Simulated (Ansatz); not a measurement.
Input

```
crystal:
  lattice:
    - [-1.582345, 1.582345, 1.582345]
    - [1.582345, -1.582345, 1.582345]
    - [1.582345, 1.582345, -1.582345]
  atoms:
    - { symbol: W, position: [0.0, 0.0, 0.0] }
basis:
  ecutwfc: 500
kpoints:
  mp_grid: { grid: [18, 18, 18] }
hamiltonian:
  xc: r2scan
scf:
  occupations: { method: gaussian, width: 0.1 }
output:
  forces: true
  stress: true
  eigenvalues: true
  populations: true
  write_density: true
  write_potential: true
  elf: true
  volumetric_format: npy
```

Run with:

```sh
ansatz run input.yaml --threads 1 --pin off --max-ram 2560MiB --backend cpu --events-out ev --progress --plain --runs-dir out
```

Below, planes, directions and counts refer to the conventional cell (a = 3.16 Å, b = 3.16 Å, c = 3.16 Å, α = 90.00°, β = 90.00°, γ = 90.00°).

Space group Im-3m.

Computed with DFT r2SCAN, scalar-relativistic, plane waves, PAW (Ansatz).

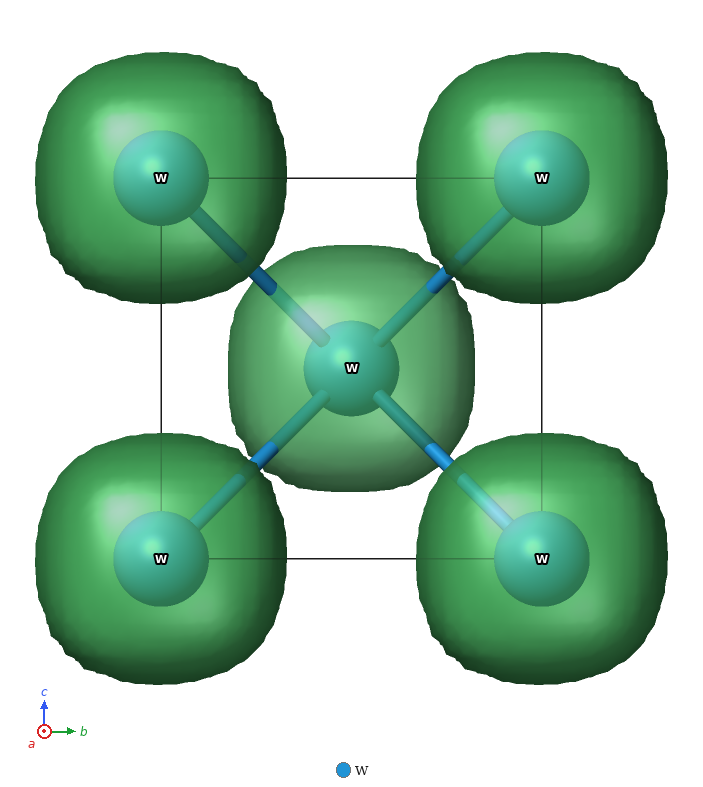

W. Isosurface of the valence pseudo-density at 0.5 e/Å³ (green), seen along the a axis. Sticks mark near contacts.

In a PAW calculation such maps are meaningful between the atoms, not at the nuclei.

Question: Which contacts does the surface bridge?

Answer: At this value the density breaks into separate islands; it holds about 75 % of the electrons treated as valence (semicore included). It bridges none of the near contacts. It is pinched off along the shortest W–W (2.74 Å) contacts. On the grid the lowest density along these lines, outside the cores, is 0.41 e/Å³ (W–W, 2.74 Å).
